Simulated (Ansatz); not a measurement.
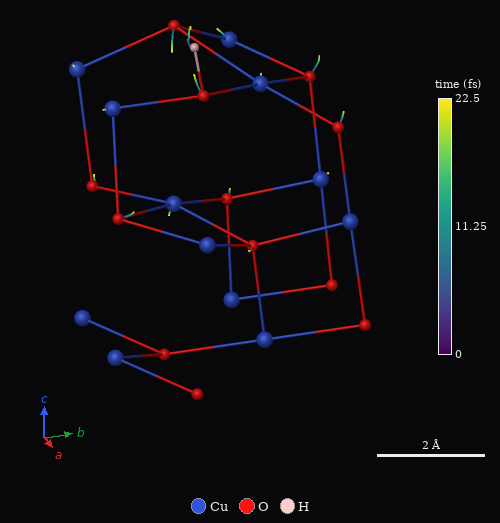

First-principles dynamics of H on CuO(111) (25 atoms in the cell), 22 fs long. It starts from the last geometry of an earlier run, with fresh velocities. Lines trace each atom's path, coloured by time; spheres stand at the starting positions. Fixed atoms have no trace. Seen slightly off an axis in the simulation cell, with the vacuum cut short.

Level of theory: DFT PBE-D3(BJ), scalar-relativistic, plane waves, PAW (Ansatz 0.2.0). Settings: plane-wave cutoff 420 eV; k-point mesh 2 × 2 × 1; Fermi-Dirac smearing 0.02 eV; spin collinear; low-accuracy preset; 8 atoms held fixed; constant energy (NVE); velocities drawn for 2400 K; time step 0.75 fs.

Q: Describe the motion.

A: In the second half of the run the atoms are, in the root-mean-square, this far from where they began (common drift taken out): O 0.32 Å, H 0.32 Å, Cu 0.17 Å. The run lasts only 22 fs, too short to tell vibration from diffusion. The mean temperature in the second half is 2063 K (standard deviation 120 K). The potential energy in the second half lies on average 29.6 meV per atom above the first frame. The total energy stays between −0.24 and 0.083 meV per atom of its start. A straight-line fit has a slope that amounts to −0.12 meV per atom over 22 fs (under 0.1 % of the mean kinetic energy), its mean offset in the second half is under 0.1 %, and the ripple about the line is 0.5 % of the kinetic energy's fluctuation. With a drift under 2 % and a ripple under 7 %, the integration is accurate.

Limits of the set-up: the k-point mesh is coarse for a cell with partly filled bands; the program's low-accuracy preset was used; the periodic images lie only 5.8 Å apart, so the values are limited by the cell's size.

The run took 32 min on 4 threads of Arm Neoverse V2, on a shared host, peak memory 3.3 GiB.

PAW datasets: the set soft_1.
